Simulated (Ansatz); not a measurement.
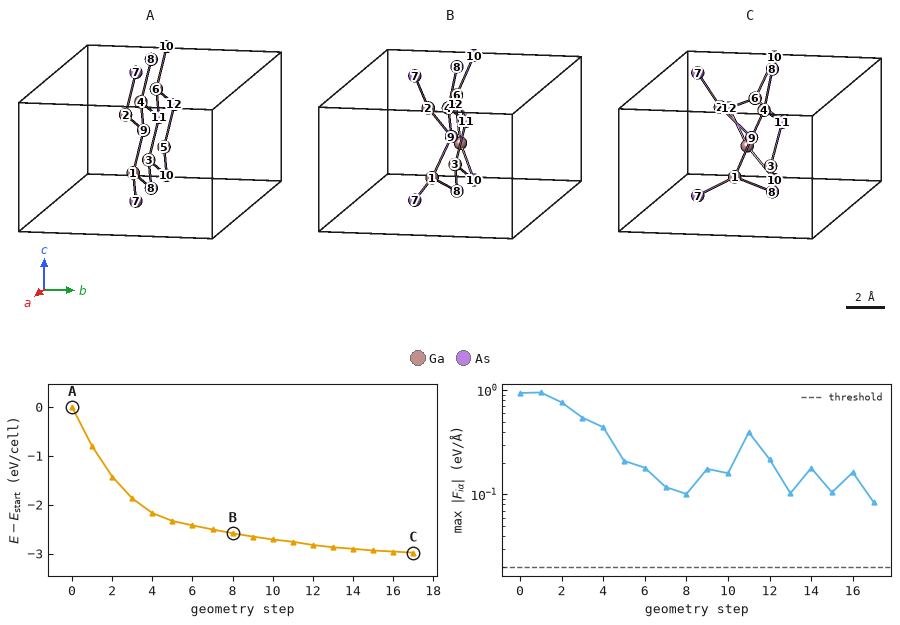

Frames of a relaxation of a wire of composition GaAs, marked on the history of the run. A ball-and-stick model of the cell of the calculation, with the vacuum cut short, seen slightly off an axis.

Case: armchair ribbon, 6 formula units a period.

The calculation used DFT PBEsol, scalar-relativistic, plane waves, PAW in Ansatz 0.2.0.

Input
```yaml
crystal:
  lattice:
    - [19.0, 0.0, 0.0]
    - [0.0, 9.9, 0.0]
    - [0.0, 0.0, 6.9116612584]
  atoms:
    - { symbol: Ga, position: [0.657517743, 0.4717672389, 0.3333333333] }
    - { symbol: Ga, position: [0.7625295716, 0.4717672389, 0.8333333333] }
    - { symbol: Ga, position: [0.4474940857, 0.4717672389, 0.3333333333] }
    - { symbol: Ga, position: [0.5525059143, 0.4717672389, 0.8333333333] }
    - { symbol: Ga, position: [0.2374704284, 0.4717672389, 0.3333333333] }
    - { symbol: Ga, position: [0.342482257, 0.4717672389, 0.8333333333] }
    - { symbol: As, position: [0.7625295716, 0.5282327611, 0.1666666667] }
    - { symbol: As, position: [0.5525059143, 0.5282327611, 0.1666666667] }
    - { symbol: As, position: [0.657517743, 0.5282327611, 0.6666666667] }
    - { symbol: As, position: [0.342482257, 0.5282327611, 0.1666666667] }
    - { symbol: As, position: [0.4474940857, 0.5282327611, 0.6666666667] }
    - { symbol: As, position: [0.2374704284, 0.5282327611, 0.6666666667] }
basis:
  ecutwfc: 420
kpoints:
  mp_grid: { grid: [1, 1, 5] }
hamiltonian:
  xc: pbesol
scf:
  occupations: { method: gaussian, width: 0.05 }
output:
  forces: true
  stress: true
  eigenvalues: true
  populations: true
  write_density: true
  write_potential: true
  elf: true
  volumetric_format: npy
relax:
  adjacent_minimum: "off"
  f_tol: 0.02
  max_steps: 45
  cell: { fix: [a, b, alpha, beta, gamma], stress_tol: 0.03 }
```

Command:
```bash
ansatz run input.yaml --threads 4 --pin off --max-ram 11264MiB --backend cpu --events-out ev --progress --plain --runs-dir out
```

> What happens along the run?

The run was cut off at its time limit before the relaxation converged, so the last structure is only a point on the way. The largest moves relative to the centre of the atoms, 2.44 Å, are those of As7 and As12. Largest moves by element: As 2.44 Å, Ga 1.68 Å. Along the periodic axis the drawn cell goes c 6.912 → 6.582 Å (−4.8 %). Some distances before and after: Ga2–As7 2.371 → 2.266 Å, Ga1–As8 2.371 → 2.441 Å, Ga1–As9 2.371 → 2.430 Å, Ga3–As10 2.371 → 2.417 Å. Among the angles between lasting bonds that change: As7–Ga2–As9 114.6° → 166.6°, Ga1–As7–Ga2 114.6° → 77.7°, Ga2–As9–Ga4 114.6° → 85.7°. The energy falls by 2.980 eV per cell of the calculation in 17 geometry steps. The largest force component goes from 0.94 to 0.084 eV/Å. From step 0 to 8: As atoms move most (1.12 Å), energy −2.583 eV per cell of the calculation. From step 8 to 17: As atoms move most (1.70 Å), energy −0.397 eV per cell of the calculation.

| step | E − E(0), meV/atom | largest force component, eV/Å |
| --- | --- | --- |
| 0 | 0.00 | 0.9401 |
| 1 | -66.75 | 0.9499 |
| 2 | -118.45 | 0.7634 |
| 3 | -155.82 | 0.5454 |
| 4 | -180.75 | 0.4408 |
| 5 | -194.23 | 0.2101 |
| 6 | -201.77 | 0.1802 |
| 7 | -208.73 | 0.1177 |
| 8 | -215.26 | 0.1009 |
| 9 | -220.87 | 0.1756 |
| 10 | -225.80 | 0.1596 |
| 11 | -229.74 | 0.3943 |
| 12 | -235.21 | 0.2169 |
| 13 | -239.11 | 0.1025 |
| 14 | -241.76 | 0.1790 |
| 15 | -244.64 | 0.1046 |
| 16 | -246.44 | 0.1628 |
| 17 | -248.34 | 0.0843 |
